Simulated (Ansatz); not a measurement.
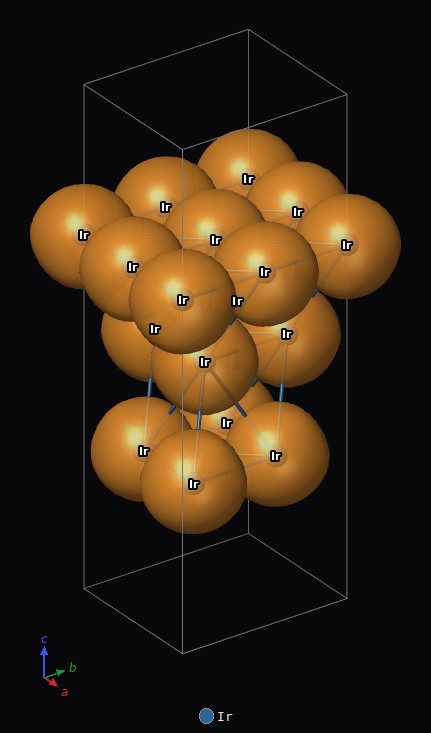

Figure. Ir (slab). Isosurface of the valence electron density at 0.6 e/Å³ (orange), seen slightly off an axis. Sticks mark near contacts.

Computed without spin polarisation.

The calculation used DFT PBE, scalar-relativistic, plane waves, PAW (Ansatz 0.2.0).

The density is the valence pseudo-density of a PAW calculation; it isn't the true density close to the nuclei.

The calculation's input:

```
crystal:
  lattice:
    - [5.4739356049, 0.0, 0.0]
    - [-2.7369678025, 4.7405672926, 0.0]
    - [0.0, 0.0, 20.4694497056]
  atoms:
    - { symbol: Ir, position: [0.3333333333, 0.1666666667, 0.3908263346] }
    - { symbol: Ir, position: [0.3333333333, 0.6666666667, 0.3908263346] }
    - { symbol: Ir, position: [0.8333333333, 0.1666666667, 0.3908263346] }
    - { symbol: Ir, position: [0.8333333333, 0.6666666667, 0.3908263346] }
    - { symbol: Ir, position: [0.6666666667, 0.3333333333, 0.5] }
    - { symbol: Ir, position: [0.6666666667, 0.8333333333, 0.5] }
    - { symbol: Ir, position: [0.1666666667, 0.3333333333, 0.5] }
    - { symbol: Ir, position: [0.1666666667, 0.8333333333, 0.5] }
    - { symbol: Ir, position: [0.0, 0.5, 0.6091736654] }
    - { symbol: Ir, position: [0.0, 0.0, 0.6091736654] }
    - { symbol: Ir, position: [0.5, 0.5, 0.6091736654] }
    - { symbol: Ir, position: [0.5, 0.0, 0.6091736654] }
basis:
  ecutwfc: 420
kpoints:
  mp_grid: { grid: [4, 4, 1] }
hamiltonian:
  xc: pbe
scf:
  occupations: { method: gaussian, width: 0.1 }
output:
  forces: true
  eigenvalues: true
  write_density: true
  write_potential: true
  elf: true
  volumetric_format: npy
relax:
  adjacent_minimum: "off"
  f_tol: 0.03
  max_steps: 70
  constraints: [{ sites: [0, 1, 2, 3] }]
efield:
  axis: 3
  dipole_correction: true
  ramp_width: 0.04
```

Launched as:

```sh
ansatz run input.yaml --threads 4 --pin off --max-ram 10240MiB --backend cpu --events-out ev --progress --plain --runs-dir out
```

The fields are those of the run's last geometry, not of the input's.

> Which contacts does the surface bridge?

At this value the density breaks into separate islands; it holds about 80 % of the electrons treated as valence (semicore included). It bridges none of the near contacts. It is pinched off along the sampled Ir–Ir (2.69 Å) and Ir–Ir (2.74 Å) contacts. On the grid the lowest density along these lines, outside the cores, is 0.47 e/Å³ (Ir–Ir, 2.69 Å) and 0.43 e/Å³ (Ir–Ir, 2.74 Å).

> Metal or insulator at this level of theory?

It is gapless in this calculation (a metal or semimetal).
